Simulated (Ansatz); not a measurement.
TaN

Input

```
crystal:
  lattice:
    - [2.8120395214, 0.0, 0.0]
    - [-1.4060197607, 2.435297662, 0.0]
    - [0.0, 0.0, 5.8600190937]
  atoms:
    - { symbol: Ta, position: [-0.032777459, 0.0, 0.0] }
    - { symbol: Ta, position: [0.032777459, 0.0, 0.5] }
    - { symbol: "N", position: [0.3333333333, 0.6666666667, 0.25] }
    - { symbol: "N", position: [0.6666666667, 0.3333333333, 0.75] }
basis:
  ecutwfc: 520.0
kpoints:
  mp_grid: { grid: [15, 15, 8] }
hamiltonian:
  xc: pbesol
  pseudopotentials: { kind: paw, azcp: { folder: soft_1 } }
scf:
  occupations: { method: gaussian, width: 0.15 }
output:
  forces: true
  stress: true
  eigenvalues: true
  write_density: true
  write_potential: true
  elf: true
  volumetric_format: npy
```

Command:

```sh
ansatz run input.yaml --threads 2 --pin off --max-ram 4096MiB --backend cpu --events-out ev --progress --plain --runs-dir out
```

Below, planes, directions and counts refer to the conventional cell (a = 2.81 Å, b = 4.87 Å, c = 5.86 Å, α = 90.00°, β = 90.00°, γ = 90.00°).

Space group C222₁; a point of a scan over the structure, not its minimum; changed on purpose from its base cell (mode 4 frozen in at -0.095 Å, equal normal strain along x and y -0.0267); not relaxed (largest force 1.5 eV/Å); computed pressure about 22 GPa in this cell; PAW files of the earlier set (soft_1).

The calculation used DFT PBEsol, scalar-relativistic, plane waves, PAW in Ansatz 0.2.0.

The density is the valence pseudo-density of a PAW calculation; it isn't the true density close to the nuclei.

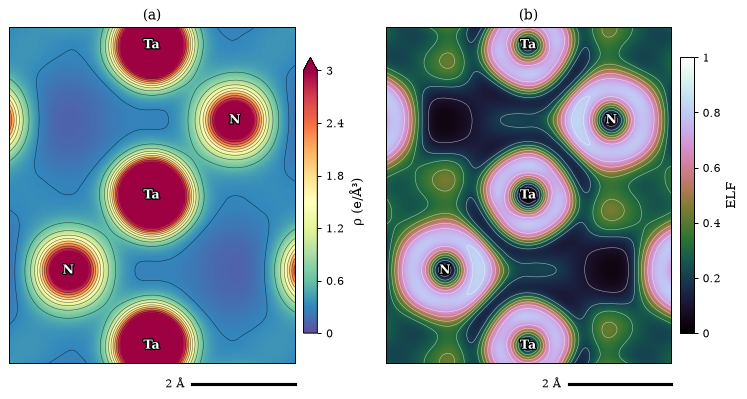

Figure 1. (a) valence pseudo-density; (b) electron localisation function on the (100) plane of the conventional cell.

What do the fields say about this system?

Answer.
- The section cuts through Ta and N sites.
- Ta–N (2.19 Å): ρ at the midpoint is about 0.58 e/Å³; the ELF peaks at about 0.80 in the valence shell of N, 0.7 Å from its nucleus, and is about 0.15 at the midpoint; no shared electron pair shows on this line.
- Ta–Ta (2.94 Å): the density is about 0.27 e/Å³ at the midpoint; the ELF is about 0.20 at the midpoint; no localised pair shows between them.
- Between the atoms the lowest density in this plane is 0.11 e/Å³.
- The features right at Ta lie inside the PAW spheres, where the map follows smoothed inner orbitals and isn't to be read closely.

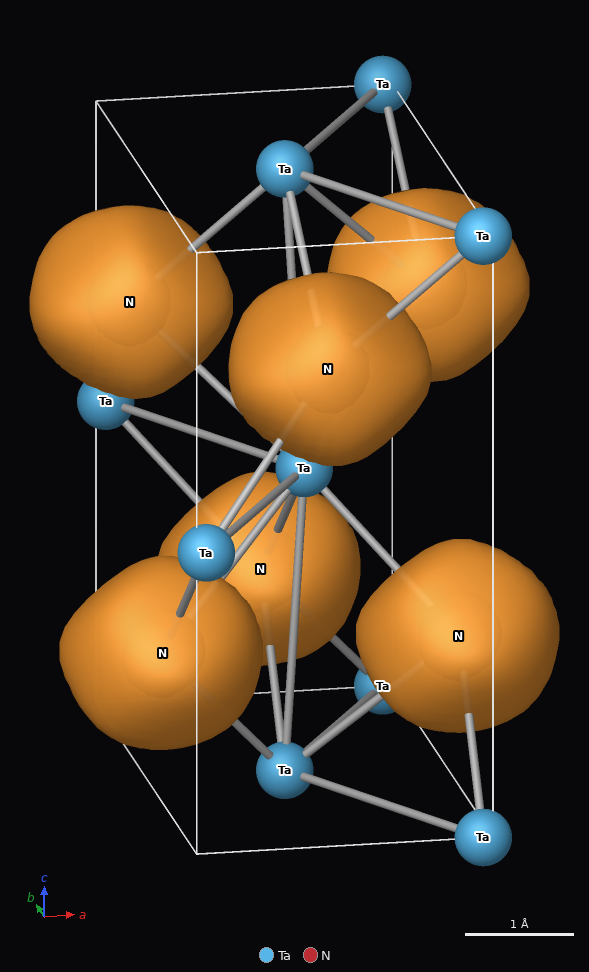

Figure 2. Isosurface of the electron localisation function at 0.6 (orange), seen at an oblique angle. Core shells and regions of very low density are left out. Sticks mark near contacts.

Describe the localisation domains.

Answer. The ELF exceeds this value in four regions wrapped around N (the valence shell of each), counted in one cell of 8 atoms. Regions shared between cells count once. Profiles from the grid: Ta–N (2.13 Å): the ELF peaks at about 0.80 in the valence shell of N, 0.6 Å from its nucleus, and is about 0.20 at the midpoint: no localised pair shows between them. Ta–Ta (2.81 Å): the ELF is about 0.25 at the midpoint: no shared electron pair shows on this line.

Does the calculation give a band gap?

Answer. It is gapless in this calculation (a metal or semimetal); semilocal functionals without U, or without the true magnetic order, often close the gap of such compounds.
